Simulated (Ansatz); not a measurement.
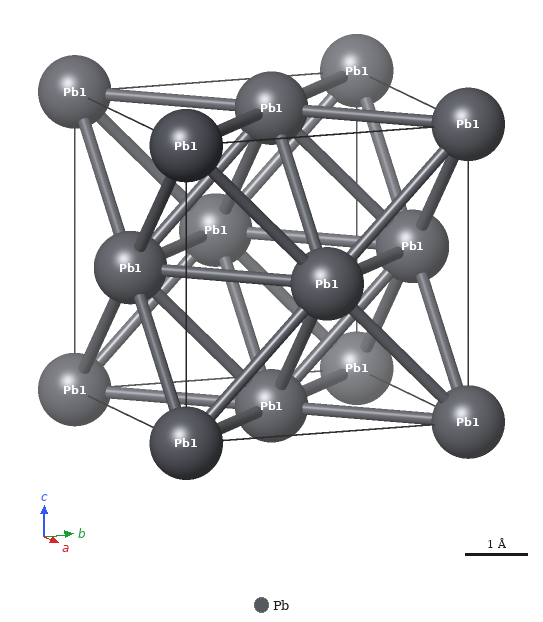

Figure 1. The structure as given in the input (ball-and-stick view of the cell 4 times as large as that of the calculation, set on its symmetry axes, seen slightly off an axis; atoms are numbered from 1 in the order of the input). An atom can appear more than once, as a periodic image. Near neighbours in the periodic cell (some may lie outside the picture): Pb has 12 Pb at 3.50 Å.

# Pb: geometry relaxation

Pb (Fm-3m, 1 atom in the cell), computed with DFT PBE, scalar-relativistic, plane waves, PAW, no spin polarisation (Ansatz 0.2.0).

The structure derives from an entry of the Crystallography Open Database. Figures and captions count atoms from 1; the log counts them from 0 in places.

Input
```yaml
crystal:
  lattice:
    - [0.0, 2.47502, 2.47502]
    - [2.47502, 0.0, 2.47502]
    - [2.47502, 2.47502, 0.0]
  atoms:
    - { symbol: Pb, position: [0.0, 0.0, 0.0] }
basis:
  ecutwfc: 420
kpoints:
  mp_grid: { grid: [14, 14, 14] }
hamiltonian:
  xc: pbe
scf:
  occupations: { method: gaussian, width: 0.1 }
output:
  forces: true
  stress: true
  eigenvalues: true
  write_density: true
  write_potential: true
  elf: true
  volumetric_format: npy
relax:
  adjacent_minimum: "off"
  f_tol: 0.005
  max_steps: 80
  cell: { stress_tol: 0.05 }
```

Command:
```bash
ansatz run input.yaml --threads 1 --pin off --max-ram 2560MiB --backend cpu --events-out ev --progress --plain --runs-dir out
```

Output
```
Engine: ansatz 0.2.0, aarch64-unknown-linux-gnu
Pseudopotentials: kind: paw
Pseudopotential: Pb, paw, valence charge 14, recommended cutoff 420 eV (normal), Pb.paw.azcp
Functional definition: PBE
  parameter kappa = 0.804
  parameter beta = 0.06672455060314922
  exchange = pbe_x(kappa = kappa, mu = beta*pi^2/3)
  correlation = pbe_c(beta = beta)
Crystal: 1 atoms, lattice volume = 30.323 Å³
Basis set: ecut = 420 eV, 609 PW (Γ), exchange–correlation on 48×48×48 points (8 copies of the dense FFT grid, shifted against one another)
Bands: 11, of which v1, the nominal top of the filled ones, is band 7 counted from 1 (6 counted from 0)
Symmetry: 48 space group operations
Space group: Fm-3m (ITA 225), of the structure as read, at distance tolerance 3.1e-5 Å
k-points: 104 of 2744
Non-local potential: Pb, projectors of the file, l = 0: 2, l = 1: 2, l = 2: 2, l = 3: 2
PAW form: soft (Blöchl's): semilocal exchange-correlation on the pseudo side does not see the compensation charge
PAW one-centre angular grid: Pb, 590 points (default); XC on 64 Gauss nodes
Initial density: superposition of atomic densities (neutral atoms: chi_scale 0, normalization atom), corrected by the library's trained network
Initial wavefunctions: pseudopotential atomic-orbital guess
Functional: x = pbe(κ = 0.804, μ = 0.2195149727645171), c = pbe(β = 0.06672455060314922)
SCF iter   1: F=—  HF=-11906.407572 eV  |F-HF|=—  |Δ(HF+E_count)|=         —  Δρ=5.33e-4  dr2=4.92e-5  ethr=1.77e-3  ⟨swp⟩=5.6  Hψ=7520  notcnv=0
preconditioner: auto → none  [metal: Δε(μ)=0.140 eV  Ē_g=19.955 eV  σ=0.100 eV  W_gap=0.49  n_scr=8 (ndim 8)  ℏωp=25.2 eV  f_vac=0.000  D(μ)=0.43/eV (n_scr^D=0)  sad-step TF]
SCF iter   2: F=—  HF=-11906.407159 eV  |F-HF|=—  |Δ(HF+E_count)|=   4.14e-4  Δρ=4.57e-4  dr2=2.77e-5  ethr=3.52e-7  ⟨swp⟩=2.5  Hψ=2944  notcnv=0
SCF iter   3: F=—  HF=-11906.407171 eV  |F-HF|=—  |Δ(HF+E_count)|=   1.26e-5  Δρ=1.21e-4  dr2=2.05e-6  ethr=1.98e-7  ⟨swp⟩=3.0  Hψ=1877  notcnv=0
SCF iter   4: F=—  HF=-11906.407174 eV  |F-HF|=—  |Δ(HF+E_count)|=   2.90e-6  Δρ=2.40e-5  dr2=1.94e-7  ethr=1.47e-8  ⟨swp⟩=2.0  Hψ=1320  notcnv=0
iter 5 did not close the SCF: its close was put off for the readings that it lacked (scf_convergence_deferred on its scf_iter line)
SCF iter   5: F=-11906.407174 eV  HF=-11906.407174 eV  |F-HF|=7.88e-9  |Δ(HF+E_count)|=   6.03e-8  Δρ=5.00e-6  dr2=7.16e-9  ethr=1.38e-9  ⟨swp⟩=2.1  Hψ=1811  notcnv=0
SCF iter   6: F=-11906.407174 eV  HF=-11906.407174 eV  |F-HF|=3.04e-10  |Δ(HF+E_count)|=   3.27e-9  Δρ=8.84e-7  dr2=2.51e-10  ethr=5.11e-11  ⟨swp⟩=6.8  Hψ=7179  notcnv=0
SCF 1 converged in 6 iterations: F = -11906.407174 eV  dr2 = 2.51e-10
  greatest PAW one-centre occupation: 0.978 electrons in one spin orbital (limit 2), on the Pb atom at site 0 (counted from 0), in its partial waves of l = 2
relax step   1: F+E_penalty+E_count = -11906.40717414 eV  Δ(F+E_penalty+E_count) = +0.000e0 eV  max|allowed force component| = 0.000e0 eV/Å  Δτ_max = 0.0000 Å  P = +2.446 GPa  Ω = 30.323 Å³  (6 SCF iters, dr2 threshold 1.00e-7 eV, accepted)
Crystal: 1 atoms, lattice volume = 32.044 Å³
Initial density: handed on by an earlier stage of this run
Initial wavefunctions: those handed on with the density
iter 1 solved again at ethr=5.10e-7 eV; its pass at ethr=3.10e-3 eV (dr2=7.14e-5 eV) is discarded
SCF iter   1: F=—  HF=-11906.419246 eV  |F-HF|=—  |Δ(HF+E_count)|=         —  Δρ=5.89e-4  dr2=1.23e-4  ethr=5.10e-7  ⟨swp⟩=2.2  Hψ=10963  notcnv=0
eigensolver tolerance schedule calibrated: the retry pair's looser diagonalisation under-reported the residual by θ = 0.42 (0.11/decade); ethr = c·dr2/N_el runs at the constant in force after the calibration composes with the one it found (an armed cap, an earlier calibration), c = 8.2e-2
preconditioner: auto → none  [metal: Δε(μ)=0.052 eV  Ē_g=19.705 eV  σ=0.100 eV  W_gap=0.27  n_scr=8 (ndim 8)  ℏωp=24.5 eV  f_vac=0.000  D(μ)=0.46/eV (n_scr^D=0)]
SCF iter   2: F=—  HF=-11906.419219 eV  |F-HF|=—  |Δ(HF+E_count)|=   2.70e-5  Δρ=2.65e-4  dr2=1.14e-5  ethr=5.10e-7  ⟨swp⟩=2.0  Hψ=1862  notcnv=0
SCF iter   3: F=—  HF=-11906.419227 eV  |F-HF|=—  |Δ(HF+E_count)|=   8.19e-6  Δρ=1.13e-4  dr2=2.07e-6  ethr=6.70e-8  ⟨swp⟩=1.5  Hψ=1196  notcnv=0
SCF iter   4: F=-11906.419229 eV  HF=-11906.419229 eV  |F-HF|=6.57e-10  |Δ(HF+E_count)|=   1.97e-6  Δρ=2.51e-6  dr2=1.71e-9  ethr=5.85e-10  ⟨swp⟩=7.3  Hψ=8234  notcnv=0
SCF 2 converged in 4 iterations: F = -11906.419229 eV  dr2 = 1.71e-9
relax step   2: F+E_penalty+E_count = -11906.41922919 eV  Δ(F+E_penalty+E_count) = -1.206e-2 eV  max|allowed force component| = 0.000e0 eV/Å  Δτ_max = 0.0000 Å  P = -0.023 GPa  Ω = 32.044 Å³  energy of the carried Pulay correction = -2.373e-4 eV  (4 SCF iters, dr2 threshold 1.00e-7 eV, accepted)
Initial wavefunctions: pseudopotential atomic-orbital guess (no wavefunctions were taken with the density)
iter 1 solved again at ethr=4.71e-8 eV; its pass at ethr=3.10e-3 eV (dr2=6.59e-6 eV) is discarded
SCF iter   1: F=—  HF=-11906.419470 eV  |F-HF|=—  |Δ(HF+E_count)|=         —  Δρ=8.77e-5  dr2=4.53e-7  ethr=4.71e-8  ⟨swp⟩=3.1  Hψ=10868  notcnv=0
preconditioner: auto → none  [metal: Δε(μ)=0.051 eV  Ē_g=19.689 eV  σ=0.100 eV  W_gap=0.27  n_scr=8 (ndim 8)  ℏωp=24.5 eV  f_vac=0.000  D(μ)=0.46/eV (n_scr^D=0)]
SCF iter   2: F=—  HF=-11906.419473 eV  |F-HF|=—  |Δ(HF+E_count)|=   3.58e-6  Δρ=4.01e-5  dr2=7.44e-8  ethr=3.24e-9  ⟨swp⟩=2.5  Hψ=1910  notcnv=0
SCF iter   3: F=—  HF=-11906.419474 eV  |F-HF|=—  |Δ(HF+E_count)|=   7.49e-7  Δρ=8.56e-6  dr2=3.33e-9  ethr=5.32e-10  ⟨swp⟩=2.4  Hψ=1339  notcnv=0
SCF iter   4: F=—  HF=-11906.419474 eV  |F-HF|=—  |Δ(HF+E_count)|=   3.58e-8  Δρ=6.70e-7  dr2=4.33e-11  ethr=2.38e-11  ⟨swp⟩=2.4  Hψ=1811  notcnv=0
SCF iter   5: F=-11906.419474 eV  HF=-11906.419474 eV  |F-HF|=9.09e-12  |Δ(HF+E_count)|=  1.36e-10  Δρ=1.45e-8  dr2=1.75e-14  ethr=1.00e-12  ⟨swp⟩=6.6  Hψ=5489  notcnv=0
SCF 3 converged in 5 iterations: F = -11906.419474 eV  dr2 = 1.75e-14
relax step   3: F+E_penalty+E_count = -11906.41947399 eV  Δ(F+E_penalty+E_count) = -2.448e-4 eV  max|allowed force component| = 0.000e0 eV/Å  Δτ_max = 0.0000 Å  P = -0.023 GPa  Ω = 32.044 Å³  stress off target by 2.28e-2 GPa  SCF on the basis re-selected at this cell (its energy is not comparable with the rows above)  (5 SCF iters)
```

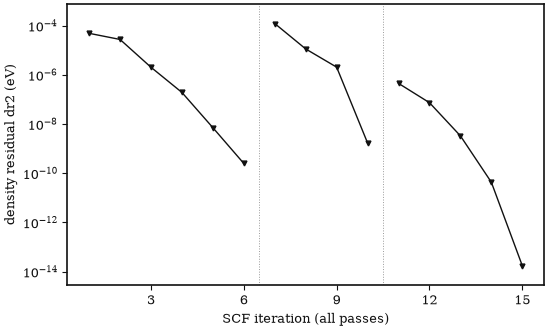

Figure 2. Convergence of the self-consistent field: density residual dr2 against the SCF iteration. The dotted lines part the SCF passes of the relaxation: geometry steps, rejected trials and re-solves on a re-selected basis. The passes take 6, 4 and 5 iterations.

```
basis re-selected at this cell: Δ(F+E_penalty+E_count) = -2.448e-4 eV, ΔP = -0.000 GPa vs the last step (what re-selecting the basis moved, of the pressure what is left beyond the Pulay correction that the steps carried, after the strain that the cell walked since its last selection, with what the two solves' SCF thresholds leave and, on support functions, any second-order correction that the steps lacked; it is no measure of the basis error at this ecutwfc). This SCF's stress stands 2.28e-2 GPa from its target on what of the cell is left free (relax.cell.stress_tol is 5.00e-2 GPa) and its largest allowed force component is 0.00e0 eV/Å (relax.f_tol is 5.00e-3 eV/Å): within both
SCF converged after 5 iterations
Free energy (F): -11906.419474 eV
Harris-Foulkes:  -11906.419474 eV  (|F-HF|=9.09e-12)
Internal energy: -11906.417184 eV  (E = F + TS)
E sigma→0 (E₀):  -11906.418329 eV
Entropy (-TS):   -0.002290 eV (-2.290 meV/atom)
Fermi energy:    10.174373 eV
--- Per-component energies (eV) ---
  E_band       = -47.309743
  E_kinetic    = 288.304621
  E_local      = -1051.637750  (includes V_loc(G=0)·N_el)
  E_nonlocal   = 349.507751
  E_hartree    = 416.579398
  E_xc         = -220.563407
  E_vxc        = -132.189302  (∫ρ·V_xc dr)
  E_paw        = -10405.386217  (= ΣΔE_a)
  E_vpaw       = -334.453905  (= ΣTr[D̂ρ^β])
  E_aug_tail   = 0.000048  (compensation charges beyond the density's cutoff)
  E_ewald      = -1283.221628
  E_smearing   = -0.002290  (= −TS)
  E_closure    = 0.000000  (closes the sum)
  Σ components = -11906.419474   (vs F -11906.419474, Δ=0.00e0)
--- Forces (eV/Å), atoms counted from 1 ---
  atom   1  Pb    -0.00000000    -0.00000000     0.00000000
  max |Σ_I F_I| component: 2.47e-31 eV/Å
--- Stress (GPa, compression-positive) ---
       -0.022849       0.000000       0.000000
        0.000000      -0.022849       0.000000
        0.000000      -0.000000      -0.022849
  P = ⅓ Tr σ = -0.0228 GPa (-0.228 kbar)
--- Band table (eV; the first three rows and the last of 104) ---
  k-point 0: bands = ["-6.8759", "-6.8759", "-6.8759", "-6.7580", "-6.7580", "-1.2175", "17.1577", "17.1577", "17.1577", "19.8791", "20.8171"]
  k-point 1: bands = ["-6.8759", "-6.8696", "-6.8696", "-6.7584", "-6.7584", "-1.1248", "16.0237", "17.0417", "17.0417", "19.6023", "21.3958"]
  k-point 2: bands = ["-6.8762", "-6.8553", "-6.8553", "-6.7560", "-6.7560", "-0.8471", "13.9663", "16.7465", "16.7465", "19.2434", "22.3509"]
  k-point 103: bands = ["-6.8665", "-6.8659", "-6.7776", "-6.7121", "-6.6139", "3.4751", "8.4461", "9.4048", "10.5314", "20.0084", "20.9482"]
--- Relaxed structure (2 steps of the walk, 2 accepted, 1 SCFs on fresh bases) ---
  F+E_penalty+E_count = -11906.41947399 eV   max|allowed force component| = 0.000e0 eV/Å   (the final SCF, on the basis selected at the relaxed cell)
  cell:  # Å, volume = 32.0441 Å³
    - [-4.0762976263164716e-34, 2.520997902957152, 2.520997902957152]
    - [2.520997902957152, 1.5286116098686778e-34, 2.520997902957152]
    - [2.520997902957152, 2.520997902957152, -5.604909236185148e-34]
  atoms:
    - { symbol: Pb, position: [0.0, 0.0, 0.0] }
```

Trajectory as extended XYZ (Å, eV, eV/Å), 3 frames, from step=1 to step=3
```
1
Lattice="0.0000 2.4750 2.4750 2.4750 0.0000 2.4750 2.4750 2.4750 0.0000" Properties=species:S:1:pos:R:3:forces:R:3 step=1 energy=-11906.40717 pressure_GPa=2.45
Pb    0.0000    0.0000    0.0000    0.0000   0.0000   0.0000
1
Lattice="0.0000 2.5210 2.5210 2.5210 0.0000 2.5210 2.5210 2.5210 0.0000" Properties=species:S:1:pos:R:3:forces:R:3 step=2 energy=-11906.41923 pressure_GPa=-0.02
Pb    0.0000    0.0000    0.0000    0.0000   0.0000   0.0000
1
Lattice="0.0000 2.5210 2.5210 2.5210 0.0000 2.5210 2.5210 2.5210 0.0000" Properties=species:S:1:pos:R:3:forces:R:3 step=3 energy=-11906.41947 pressure_GPa=-0.02
Pb    0.0000    0.0000    0.0000    0.0000   0.0000   0.0000
```

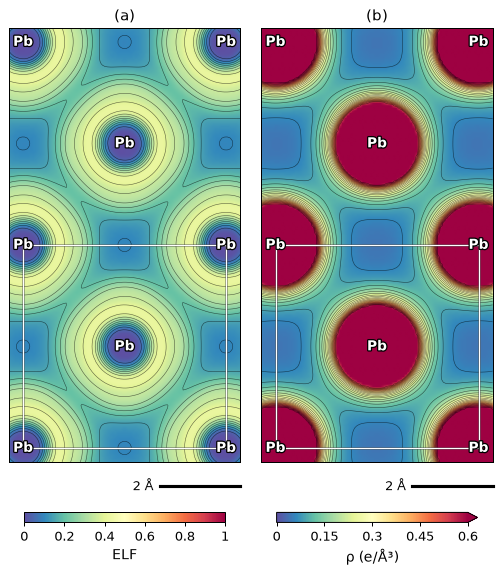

Figure 3. (a) electron localisation function; (b) valence electron density on the (100) plane of the conventional cell. Atoms in the plane: Pb. Pb–Pb (3.57 Å): the density is about 0.11 e/Å³ at the midpoint; the ELF is about 0.20 at the midpoint (no shared electron pair). Away from the nuclei the density in this plane falls to 0.04 e/Å³ at its lowest. In a PAW calculation such maps are meaningful between the atoms, not at the nuclei.

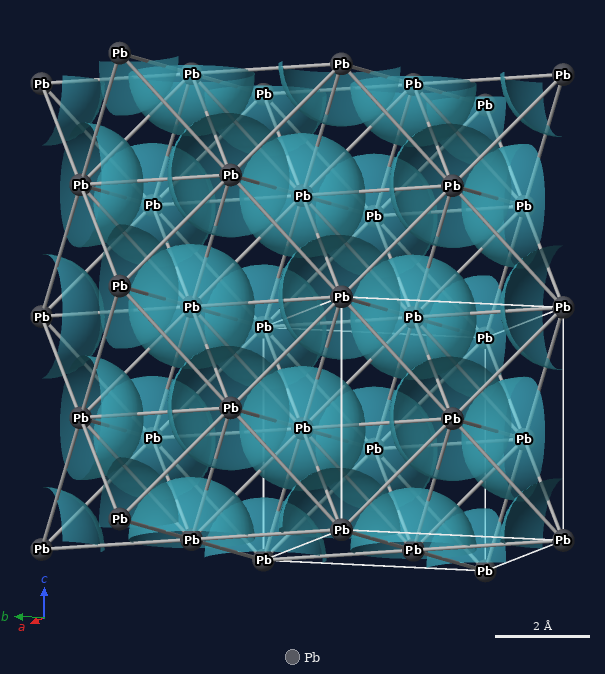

Figure 4. Isosurface of the valence electron density at 0.2 e/Å³ (cyan), seen at an oblique angle. Sticks mark near contacts. The outline is the cell set on symmetry axes. At this value the density breaks into separate islands; it holds about 85 % of the electrons treated as valence (semicore included). It is pinched off along the Pb–Pb (3.57 Å) contacts. On the grid the lowest density along these lines, outside the cores, is 0.11 e/Å³ (Pb–Pb, 3.57 Å).

Summary

```json
{"quantity": "outcome", "value": "converged"}
{"quantity": "space group (tolerance 0.01 Å)", "value": "Fm-3m (225)"}
{"quantity": "electrons treated", "value": "14"}
{"quantity": "free energy", "value": "−11906.4195 eV"}
{"quantity": "Fermi energy", "value": "10.174 eV"}
{"quantity": "gap on the k-point mesh", "value": "none (metallic)"}
{"quantity": "pressure", "value": "−0.02 GPa"}
{"quantity": "final volume", "value": "32.04 Å³"}
{"quantity": "largest force (length of the vector) at the end", "value": "under 0.001 eV/Å"}
{"quantity": "final cell", "value": "a = 3.565 Å, b = 3.565 Å, c = 3.565 Å, α = 60.00°, β = 60.00°, γ = 60.00°"}
{"quantity": "hardware", "value": "1 thread of Arm Neoverse V2, 24 GiB of memory available, shared host"}
{"quantity": "wall time", "value": "5.7 s"}
{"quantity": "peak memory", "value": "0.3 GiB"}
```

Notes

Spin–orbit coupling is left out, which matters for Pb.
